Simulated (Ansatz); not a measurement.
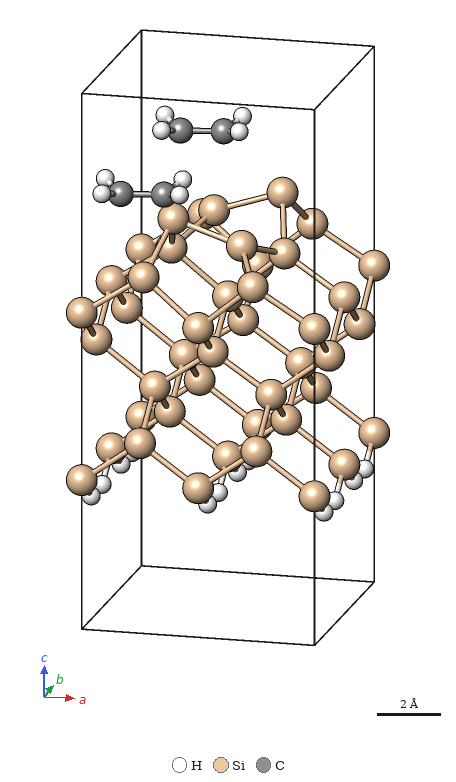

Figure 1. The starting structure (ball-and-stick view of the cell of the calculation, with the vacuum cut short, seen slightly off an axis). An atom can appear more than once, as a periodic image.

**Geometry relaxation, with input and output: CH6Si14 (part 1 of 5)**

- system: CH6Si14 (slab, 42 atoms in the cell)
- method: DFT PBE+D3(BJ), scalar-relativistic, plane waves, PAW, no spin polarisation (Ansatz 0.2.0)

The structure derives from an entry of the Crystallography Open Database. The input holds or restrains some coordinates. Forces given for the steps count only the free coordinates.

Input
```yaml
crystal:
  lattice:
    - [7.6671912071, 0.0, 0.0]
    - [0.0, 7.6671912071, 0.0]
    - [0.0, 0.0, 28.3426103428]
  atoms:
    - { symbol: H, position: [0.5, 0.3413258562, 0.299901805] }
    - { symbol: H, position: [0.5, 0.6586741438, 0.299901805] }
    - { symbol: H, position: [0.5, 0.8413258562, 0.299901805] }
    - { symbol: H, position: [0.5, 0.1586741438, 0.299901805] }
    - { symbol: H, position: [0.0, 0.6586741438, 0.299901805] }
    - { symbol: H, position: [0.0, 0.3413258562, 0.299901805] }
    - { symbol: H, position: [0.0, 0.1586741438, 0.299901805] }
    - { symbol: H, position: [0.0, 0.8413258562, 0.299901805] }
    - { symbol: Si, position: [0.5, 0.5, 0.3302563133] }
    - { symbol: Si, position: [0.5, 0.0, 0.3302563133] }
    - { symbol: Si, position: [0.0, 0.5, 0.3302563133] }
    - { symbol: Si, position: [0.0, 0.0, 0.3302563133] }
    - { symbol: Si, position: [0.75, 0.5, 0.3780776221] }
    - { symbol: Si, position: [0.75, 0.0, 0.3780776221] }
    - { symbol: Si, position: [0.25, 0.5, 0.3780776221] }
    - { symbol: Si, position: [0.25, 0.0, 0.3780776221] }
    - { symbol: Si, position: [0.75, 0.75, 0.4258989311] }
    - { symbol: Si, position: [0.75, 0.25, 0.4258989311] }
    - { symbol: Si, position: [0.25, 0.75, 0.4258989311] }
    - { symbol: Si, position: [0.25, 0.25, 0.4258989311] }
    - { symbol: Si, position: [0.0013273795, 0.75, 0.4762395904] }
    - { symbol: Si, position: [-0.0013273795, 0.25, 0.4762395904] }
    - { symbol: Si, position: [0.5012195402, 0.75, 0.4713801939] }
    - { symbol: Si, position: [0.4987804598, 0.25, 0.4713801939] }
    - { symbol: Si, position: [0.0, 0.0, 0.5260695028] }
    - { symbol: Si, position: [0.0, 0.5, 0.5260695028] }
    - { symbol: Si, position: [0.5, 0.0, 0.5178033192] }
    - { symbol: Si, position: [0.5, 0.5, 0.5178033192] }
    - { symbol: Si, position: [0.2614780175, 0.0155182396, 0.5712646603] }
    - { symbol: Si, position: [0.2614780175, 0.4844817604, 0.5712646603] }
    - { symbol: Si, position: [0.7385219825, -0.0155182396, 0.5712646603] }
    - { symbol: Si, position: [0.7385219825, 0.5155182396, 0.5712646603] }
    - { symbol: Si, position: [0.329679467, 0.25, 0.6237551315] }
    - { symbol: Si, position: [0.3763134333, 0.75, 0.5976711172] }
    - { symbol: Si, position: [0.6236865667, 0.25, 0.5976711172] }
    - { symbol: Si, position: [0.670320533, 0.75, 0.6237551315] }
    - { symbol: C, position: [0.3529964501, 0.0, 0.671033769] }
    - { symbol: C, position: [0.1763177567, -0.0343541297, 0.671033769] }
    - { symbol: H, position: [0.4458167386, -0.1015333716, 0.6798544103] }
    - { symbol: H, position: [0.4010070043, 0.1289170981, 0.6798544103] }
    - { symbol: H, position: [0.1283072025, -0.1632712278, 0.6798544103] }
    - { symbol: H, position: [0.0834974682, 0.0671792419, 0.6798544103] }
basis:
  ecutwfc: 420
kpoints:
  mp_grid: { grid: [4, 4, 1] }
hamiltonian:
  xc: pbe
  dispersion: d3bj
scf:
  occupations: { method: gaussian, width: 0.05 }
output:
  forces: true
  eigenvalues: true
  write_density: true
  write_potential: true
  elf: true
  volumetric_format: npy
relax:
  adjacent_minimum: "off"
  f_tol: 0.03
  max_steps: 70
  constraints:
    - { sites: [0, 1, 2, 3, 4, 5, 6, 7, 8, 9, 10, 11, 12, 13, 14, 15, 16, 17, 18, 19] }
efield:
  axis: 3
  dipole_correction: true
```

Hardware: 8 threads of Arm Neoverse N1, 98 GiB of memory available, shared host.

Command:
```bash
ansatz run input.yaml --threads 8 --pin off --max-ram 22528MiB --backend cpu --events-out ev --progress --plain --runs-dir out
```

What the program printed
```
Engine: ansatz 0.2.0, aarch64-unknown-linux-gnu
Pseudopotentials: kind: paw
Pseudopotential: H, paw, valence charge 1, recommended cutoff 420 eV (normal), H.paw.azcp
Pseudopotential: Si, paw, valence charge 4, recommended cutoff 420 eV (normal), Si.paw.azcp
Pseudopotential: C, paw, valence charge 4, recommended cutoff 420 eV (normal), C.paw.azcp
Functional definition: PBE
  parameter kappa = 0.804
  parameter beta = 0.06672455060314922
  exchange = pbe_x(kappa = kappa, mu = beta*pi^2/3)
  correlation = pbe_c(beta = beta)
Crystal: 42 atoms, lattice volume = 1666.144 Å³
Basis set: ecut = 420 eV, 32547 PW (Γ), exchange–correlation on 108×108×384 points (8 copies of the dense FFT grid, shifted against one another)
Bands: 108, of which v1, the nominal top of the filled ones, is band 66 counted from 1 (65 counted from 0)
Symmetry: 1 space group operations
Space group: P1 (ITA 1), of the structure as read, at distance tolerance 1.2e-4 Å
k-points: 10 of 16 (time reversal used)
Non-local potential: H, projectors of the file, l = 0: 2, l = 1: 1
Non-local potential: Si, projectors of the file, l = 0: 2, l = 1: 2, l = 2: 2
Non-local potential: C, projectors of the file, l = 0: 2, l = 1: 2, l = 2: 1
PAW form: soft (Blöchl's): semilocal exchange-correlation on the pseudo side does not see the compensation charge
PAW one-centre angular grid: H, 110 points (default); XC on 64 Gauss nodes
PAW one-centre angular grid: Si, 110 points (default); XC on 64 Gauss nodes
PAW one-centre angular grid: C, 110 points (default); XC on 64 Gauss nodes
Initial density: superposition of atomic densities (neutral atoms: chi_scale 0, normalization atom), corrected by the library's trained network
Initial wavefunctions: pseudopotential atomic-orbital guess
Functional: x = pbe(κ = 0.804, μ = 0.2195149727645171), c = pbe(β = 0.06672455060314922)
SCF iter   1: F=—  HF=-18493.956984 eV  |F-HF|=—  |Δ(HF+E_count)|=         —  Δρ=3.04e-3  dr2=7.74e-1  ethr=1.77e-3  p=-0.207 e·Å  D=-2.24e-2 V/Å  ΔV_dip=0.64 eV  dr2_dipole=3.28e-1  V_vac-E_F(+/−)=4.62/3.98 eV  ⟨swp⟩=7.8  Hψ=6052  notcnv=0  defer=199
efield: sawtooth ramp at fractional position 0.9399 (placed from the atoms, in the widest stretch of the axis that holds none; the zero of the levels goes with the place), width 0.1000; the density the first Hamiltonian is built on has a dipole p = -0.207 e·Å; the dipole correction subtracts the counter field D = -2.24e-2 V/Å, which shifts the + side's vacuum level by +0.64 eV against the − side's; the planar-averaged density in the ramp window peaks in size at 1.5e-5 e/Å³
preconditioner: auto → Resta (q_TF=auto, 1.788 Å⁻¹)  ε∞=2.5  [insulator: Δε(μ)=0.252 eV  Ē_g=8.520 eV  σ=0.050 eV  W_gap=1.00  n_scr=156 (ndim 8)  ℏωp=10.5 eV  f_vac=0.554  D(μ)=0.01/eV (n_scr^D=0)  ε∞_Penn≈2.5  vacuum switching on, ρ_ref=5.3e-3 e/Å³]
SCF iter   2: F=—  HF=-18493.968674 eV  |F-HF|=—  |Δ(HF+E_count)|=   1.17e-2  Δρ=2.59e-3  dr2=1.39e0  ethr=5.86e-4  p=0.322 e·Å  D=3.50e-2 V/Å  ΔV_dip=-0.99 eV  dr2_dipole=5.53e-1  V_vac-E_F(+/−)=4.10/5.09 eV  ⟨swp⟩=3.0  Hψ=1811  notcnv=0  defer=369
SCF iter   3: F=—  HF=-18493.833127 eV  |F-HF|=—  |Δ(HF+E_count)|=   1.36e-1  Δρ=1.21e-3  dr2=9.73e-2  ethr=5.86e-4  p=0.018 e·Å  D=1.93e-3 V/Å  ΔV_dip=-0.05 eV  dr2_dipole=3.70e-2  V_vac-E_F(+/−)=4.31/4.36 eV  ⟨swp⟩=2.5  Hψ=1247  notcnv=0  defer=330
SCF iter   4: F=—  HF=-18493.825157 eV  |F-HF|=—  |Δ(HF+E_count)|=   7.97e-3  Δρ=6.76e-4  dr2=1.56e-2  ethr=7.37e-5  p=0.109 e·Å  D=1.18e-2 V/Å  ΔV_dip=-0.34 eV  dr2_dipole=2.79e-5  V_vac-E_F(+/−)=4.13/4.47 eV  ⟨swp⟩=1.8  Hψ=1100  notcnv=0  defer=366
SCF iter   5: F=—  HF=-18493.825496 eV  |F-HF|=—  |Δ(HF+E_count)|=   3.39e-4  Δρ=2.39e-4  dr2=1.10e-3  ethr=1.18e-5  p=0.132 e·Å  D=1.43e-2 V/Å  ΔV_dip=-0.41 eV  dr2_dipole=1.31e-5  V_vac-E_F(+/−)=4.09/4.50 eV  ⟨swp⟩=2.1  Hψ=1512  notcnv=0  defer=367
SCF iter   6: F=—  HF=-18493.825926 eV  |F-HF|=—  |Δ(HF+E_count)|=   4.31e-4  Δρ=9.34e-5  dr2=1.52e-4  ethr=8.34e-7  p=0.134 e·Å  D=1.45e-2 V/Å  ΔV_dip=-0.41 eV  dr2_dipole=1.56e-7  V_vac-E_F(+/−)=4.08/4.49 eV  ⟨swp⟩=2.3  Hψ=1365  notcnv=0  defer=367
SCF iter   7: F=—  HF=-18493.826029 eV  |F-HF|=—  |Δ(HF+E_count)|=   1.02e-4  Δρ=2.95e-5  dr2=2.48e-5  ethr=1.15e-7  p=0.134 e·Å  D=1.46e-2 V/Å  ΔV_dip=-0.41 eV  dr2_dipole=1.70e-8  V_vac-E_F(+/−)=4.08/4.49 eV  ⟨swp⟩=2.0  Hψ=1372  notcnv=0  defer=367
SCF iter   8: F=-18493.826034 eV  HF=-18493.826035 eV  |F-HF|=1.39e-6  |Δ(HF+E_count)|=   6.55e-6  Δρ=1.45e-5  dr2=5.31e-6  ethr=1.70e-8  p=0.134 e·Å  D=1.46e-2 V/Å  ΔV_dip=-0.41 eV  dr2_dipole=4.32e-8  V_vac-E_F(+/−)=4.08/4.49 eV  ⟨swp⟩=30.6  Hψ=14075  notcnv=0
WARN: dispersion: an atom stands within reach of a switch of its C6 between two reference coordination numbers of its element: through that C6 alone, e_disp changes by 0.025 eV or more while the distances to its neighbours run over a stretch of 0.05 Å that contains this geometry (sites counted from 0 in the run's list of atoms or, in a supercell that it derives, in that cell's: here a list of 42) — site 33 (Si): coordination number 3.417 (about 3.25 to 3.59 with every neighbour 0.05 Å farther or nearer), switch near 3.404 between the references 3.868 (weight 0.52) and 2.941 (weight 0.48), e_disp changing by some 0.03 eV; site 34 (Si): coordination number 3.315 (about 3.17 to 3.46 with every neighbour 0.05 Å farther or nearer), switch near 3.404 between the references 2.941 (weight 0.66) and 3.868 (weight 0.34), e_disp changing by some 0.03 eV; some 0.06 eV in sum. This is how the published method behaves, and the energy and the forces stay consistent. Where you compare this geometry's total energy with another's, compare their components.e_disp too, and, where the geometries are yours to choose, keep both on one side of the switch, which a site's coordination number tells: a relaxation that ends in reach of it can search the other side under relax.adjacent_minimum: search, except where no move that the cell, the constraints and the symmetry allow carries the atom there
SCF 1 converged in 8 iterations: F = -18493.826034 eV  dr2 = 5.31e-6
  greatest PAW one-centre occupation: 0.689 electrons in one spin orbital (limit 2), on the Si atom at site 32 (counted from 0), in its partial waves of l = 0
relax step   1: F+E_penalty+E_count = -18493.82603379 eV  Δ(F+E_penalty+E_count) = +0.000e0 eV  max|allowed force component| = 2.831e0 eV/Å  Δτ_max = 0.0000 Å  (8 SCF iters, dr2 threshold 2.25e-5 eV, accepted)
Initial density: handed on by an earlier stage of this run
Initial wavefunctions: those handed on with the density
iter 1 solved again at ethr=3.26e-4 eV; its pass at ethr=3.10e-3 eV (dr2=4.30e-1 eV) is discarded
SCF iter   1: F=—  HF=-18495.110438 eV  |F-HF|=—  |Δ(HF+E_count)|=         —  Δρ=6.40e-3  dr2=4.57e-1  ethr=3.26e-4  p=0.134 e·Å  D=1.46e-2 V/Å  ΔV_dip=-0.41 eV  dr2_dipole=5.35e-3  V_vac-E_F(+/−)=4.14/4.55 eV  ⟨swp⟩=2.0  Hψ=4171  notcnv=0  defer=348
efield: sawtooth ramp at fractional position 0.9399 (handed on by an earlier solve), width 0.1000; the density the first Hamiltonian is built on has a dipole p = 0.134 e·Å; the dipole correction subtracts the counter field D = 1.46e-2 V/Å, which shifts the + side's vacuum level by -0.41 eV against the − side's; the planar-averaged density in the ramp window peaks in size at 2.5e-6 e/Å³
preconditioner: auto → Resta (q_TF=auto, 1.788 Å⁻¹)  ε∞=2.5  [insulator: Δε(μ)=0.171 eV  Ē_g=8.536 eV  σ=0.050 eV  W_gap=0.98  n_scr=156 (ndim 8)  ℏωp=10.5 eV  f_vac=0.553  D(μ)=0.15/eV (n_scr^D=0)  ε∞_Penn≈2.5  vacuum switching on, ρ_ref=5.3e-3 e/Å³]
SCF iter   2: F=—  HF=-18494.982875 eV  |F-HF|=—  |Δ(HF+E_count)|=   1.28e-1  Δρ=2.68e-3  dr2=5.56e-2  ethr=3.26e-4  p=0.045 e·Å  D=4.92e-3 V/Å  ΔV_dip=-0.14 eV  dr2_dipole=5.41e-4  V_vac-E_F(+/−)=4.38/4.52 eV  ⟨swp⟩=2.8  Hψ=1457  notcnv=0  defer=348
SCF iter   3: F=—  HF=-18494.981209 eV  |F-HF|=—  |Δ(HF+E_count)|=   1.67e-3  Δρ=6.48e-4  dr2=3.88e-2  ethr=4.21e-5  p=0.083 e·Å  D=9.04e-3 V/Å  ΔV_dip=-0.26 eV  dr2_dipole=1.45e-2  V_vac-E_F(+/−)=4.36/4.62 eV  ⟨swp⟩=2.0  Hψ=1889  notcnv=0  defer=361
SCF iter   4: F=—  HF=-18494.978022 eV  |F-HF|=—  |Δ(HF+E_count)|=   3.19e-3  Δρ=4.65e-4  dr2=8.34e-3  ethr=2.94e-5  p=0.024 e·Å  D=2.62e-3 V/Å  ΔV_dip=-0.07 eV  dr2_dipole=3.18e-3  V_vac-E_F(+/−)=4.42/4.49 eV  ⟨swp⟩=1.6  Hψ=1098  notcnv=0  defer=360
SCF iter   5: F=—  HF=-18494.977653 eV  |F-HF|=—  |Δ(HF+E_count)|=   3.70e-4  Δρ=1.78e-4  dr2=7.51e-4  ethr=6.32e-6  p=0.042 e·Å  D=4.54e-3 V/Å  ΔV_dip=-0.13 eV  dr2_dipole=1.22e-4  V_vac-E_F(+/−)=4.40/4.53 eV  ⟨swp⟩=1.4  Hψ=985  notcnv=0  defer=359
SCF iter   6: F=-18494.977614 eV  HF=-18494.977638 eV  |F-HF|=2.45e-5  |Δ(HF+E_count)|=   1.44e-5  Δρ=4.14e-5  dr2=4.17e-5  ethr=7.58e-8  p=0.046 e·Å  D=4.99e-3 V/Å  ΔV_dip=-0.14 eV  dr2_dipole=6.90e-6  V_vac-E_F(+/−)=4.39/4.53 eV  ⟨swp⟩=26.0  Hψ=12943  notcnv=0
WARN: dispersion: an atom stands within reach of a switch of its C6 between two reference coordination numbers of its element: through that C6 alone, e_disp changes by 0.025 eV or more while the distances to its neighbours run over a stretch of 0.05 Å that contains this geometry (sites counted from 0 in the run's list of atoms or, in a supercell that it derives, in that cell's: here a list of 42) — site 32 (Si): coordination number 3.338 (about 3.15 to 3.53 with every neighbour 0.05 Å farther or nearer), switch near 3.404 between the references 2.941 (weight 0.62) and 3.868 (weight 0.38), e_disp changing by some 0.03 eV; site 33 (Si): coordination number 3.402 (about 3.24 to 3.57 with every neighbour 0.05 Å farther or nearer), switch near 3.404 between the references 2.941 (weight 0.50) and 3.868 (weight 0.50), e_disp changing by some 0.03 eV; site 34 (Si): coordination number 3.314 (about 3.17 to 3.46 with every neighbour 0.05 Å farther or nearer), switch near 3.404 between the references 2.941 (weight 0.66) and 3.868 (weight 0.34), e_disp changing by some 0.03 eV; some 0.09 eV in sum. This is how the published method behaves, and the energy and the forces stay consistent. Where you compare this geometry's total energy with another's, compare their components.e_disp too, and, where the geometries are yours to choose, keep both on one side of the switch, which a site's coordination number tells: a relaxation that ends in reach of it can search the other side under relax.adjacent_minimum: search, except where no move that the cell, the constraints and the symmetry allow carries the atom there
SCF 2 converged in 6 iterations: F = -18494.977614 eV  dr2 = 4.17e-5
  greatest PAW one-centre occupation: 0.686 electrons in one spin orbital (limit 2), on the Si atom at site 32 (counted from 0), in its partial waves of l = 0
relax step   2: F+E_penalty+E_count = -18494.97761369 eV  Δ(F+E_penalty+E_count) = -1.152e0 eV  max|allowed force component| = 1.832e0 eV/Å  Δτ_max = 0.1946 Å  (6 SCF iters, dr2 threshold 1.00e-4 eV, accepted)
[... from here on the SCF iterations and repeated set-up lines of each step are left out, up to the last step ...]
SCF 3 converged in 6 iterations: F = -18495.438248 eV  dr2 = 1.90e-5
relax step   3: F+E_penalty+E_count = -18495.43824825 eV  Δ(F+E_penalty+E_count) = -4.606e-1 eV  max|allowed force component| = 1.042e0 eV/Å  Δτ_max = 0.1947 Å  (6 SCF iters, dr2 threshold 1.00e-4 eV, accepted)
SCF 4 converged in 7 iterations: F = -18495.701960 eV  dr2 = 6.22e-6
relax step   4: F+E_penalty+E_count = -18495.70195999 eV  Δ(F+E_penalty+E_count) = -2.637e-1 eV  max|allowed force component| = 3.300e-1 eV/Å  Δτ_max = 0.1949 Å  (7 SCF iters, dr2 threshold 1.00e-4 eV, accepted)
SCF 5 converged in 7 iterations: F = -18495.870607 eV  dr2 = 9.21e-6
relax step   5: F+E_penalty+E_count = -18495.87060672 eV  Δ(F+E_penalty+E_count) = -1.686e-1 eV  max|allowed force component| = 3.815e-1 eV/Å  Δτ_max = 0.2000 Å  (7 SCF iters, dr2 threshold 1.09e-5 eV, accepted)
SCF 6 converged in 7 iterations: F = -18495.997327 eV  dr2 = 3.70e-6
relax step   6: F+E_penalty+E_count = -18495.99732656 eV  Δ(F+E_penalty+E_count) = -1.267e-1 eV  max|allowed force component| = 2.924e-1 eV/Å  Δτ_max = 0.1949 Å  (7 SCF iters, dr2 threshold 1.46e-5 eV, accepted)
SCF 7 converged in 6 iterations: F = -18496.092164 eV  dr2 = 2.92e-5
relax step   7: F+E_penalty+E_count = -18496.09216383 eV  Δ(F+E_penalty+E_count) = -9.484e-2 eV  max|allowed force component| = 2.984e-1 eV/Å  Δτ_max = 0.2000 Å  (6 SCF iters, dr2 threshold 5.02e-5 eV, accepted)
SCF 8 converged in 7 iterations: F = -18496.171572 eV  dr2 = 7.22e-6
relax step   8: F+E_penalty+E_count = -18496.17157246 eV  Δ(F+E_penalty+E_count) = -7.941e-2 eV  max|allowed force component| = 2.740e-1 eV/Å  Δτ_max = 0.1946 Å  (7 SCF iters, dr2 threshold 5.23e-5 eV, accepted)
SCF 9 converged in 7 iterations: F = -18496.254617 eV  dr2 = 1.00e-5
relax step   9: F+E_penalty+E_count = -18496.25461652 eV  Δ(F+E_penalty+E_count) = -8.304e-2 eV  max|allowed force component| = 2.933e-1 eV/Å  Δτ_max = 0.2000 Å  (7 SCF iters, dr2 threshold 6.33e-5 eV, accepted)
SCF 10 converged in 7 iterations: F = -18496.323516 eV  dr2 = 1.02e-5
relax step  10: F+E_penalty+E_count = -18496.32351554 eV  Δ(F+E_penalty+E_count) = -6.890e-2 eV  max|allowed force component| = 1.801e-1 eV/Å  Δτ_max = 0.1950 Å  (7 SCF iters, dr2 threshold 7.26e-5 eV, accepted)
SCF 11 converged in 8 iterations: F = -18496.386004 eV  dr2 = 1.77e-6
relax step  11: F+E_penalty+E_count = -18496.38600378 eV  Δ(F+E_penalty+E_count) = -6.249e-2 eV  max|allowed force component| = 1.331e-1 eV/Å  Δτ_max = 0.1963 Å  (8 SCF iters, dr2 threshold 1.22e-5 eV, accepted)
SCF 12 converged in 9 iterations: F = -18496.439578 eV  dr2 = 1.76e-7
relax step  12: F+E_penalty+E_count = -18496.43957777 eV  Δ(F+E_penalty+E_count) = -5.357e-2 eV  max|allowed force component| = 9.429e-2 eV/Å  Δτ_max = 0.1991 Å  (9 SCF iters, dr2 threshold 6.68e-6 eV, accepted)
SCF 13 converged in 10 iterations: F = -18496.475239 eV  dr2 = 1.16e-8
relax step  13: F+E_penalty+E_count = -18496.47523920 eV  Δ(F+E_penalty+E_count) = -3.566e-2 eV  max|allowed force component| = 9.610e-2 eV/Å  Δτ_max = 0.1932 Å  (10 SCF iters, dr2 threshold 4.46e-6 eV, accepted)
SCF 14 converged in 10 iterations: F = -18496.509397 eV  dr2 = 1.53e-8
relax step  14: F+E_penalty+E_count = -18496.50939667 eV  Δ(F+E_penalty+E_count) = -3.416e-2 eV  max|allowed force component| = 2.082e-1 eV/Å  Δτ_max = 0.1950 Å  (10 SCF iters, dr2 threshold 4.64e-6 eV, accepted)
SCF 15 converged in 7 iterations: F = -18496.552410 eV  dr2 = 1.39e-5
relax step  15: F+E_penalty+E_count = -18496.55241045 eV  Δ(F+E_penalty+E_count) = -4.301e-2 eV  max|allowed force component| = 2.515e-1 eV/Å  Δτ_max = 0.1950 Å  (7 SCF iters, dr2 threshold 4.34e-5 eV, accepted)
SCF 16 converged in 7 iterations: F = -18496.590403 eV  dr2 = 2.16e-5
relax step  16: F+E_penalty+E_count = -18496.59040295 eV  Δ(F+E_penalty+E_count) = -3.799e-2 eV  max|allowed force component| = 2.999e-1 eV/Å  Δτ_max = 0.1953 Å  (7 SCF iters, dr2 threshold 6.32e-5 eV, accepted)
SCF 17 converged in 7 iterations: F = -18496.607180 eV  dr2 = 1.28e-5
relax step  17: F+E_penalty+E_count = -18496.60717970 eV  Δ(F+E_penalty+E_count) = -1.678e-2 eV  max|allowed force component| = 1.503e-1 eV/Å  Δτ_max = 0.1941 Å  (7 SCF iters, dr2 threshold 8.99e-5 eV, accepted)
SCF 18 converged in 7 iterations: F = -18496.616044 eV  dr2 = 3.02e-6
relax step  18: F+E_penalty+E_count = -18496.61604409 eV  Δ(F+E_penalty+E_count) = -8.864e-3 eV  max|allowed force component| = 1.046e-1 eV/Å  Δτ_max = 0.1332 Å  (7 SCF iters, dr2 threshold 5.68e-6 eV, accepted)
SCF 19 converged in 7 iterations: F = -18496.622037 eV  dr2 = 8.56e-7
relax step  19: F+E_penalty+E_count = -18496.62203731 eV  Δ(F+E_penalty+E_count) = -5.993e-3 eV  max|allowed force component| = 8.722e-2 eV/Å  Δτ_max = 0.1050 Å  (7 SCF iters, dr2 threshold 2.75e-6 eV, accepted)
SCF 20 converged in 7 iterations: F = -18496.627675 eV  dr2 = 3.07e-6
relax step  20: F+E_penalty+E_count = -18496.62767454 eV  Δ(F+E_penalty+E_count) = -5.637e-3 eV  max|allowed force component| = 1.857e-1 eV/Å  Δτ_max = 0.1951 Å  (7 SCF iters, dr2 threshold 3.68e-6 eV, accepted)
SCF 21 converged in 6 iterations: F = -18496.633010 eV  dr2 = 3.40e-6
```
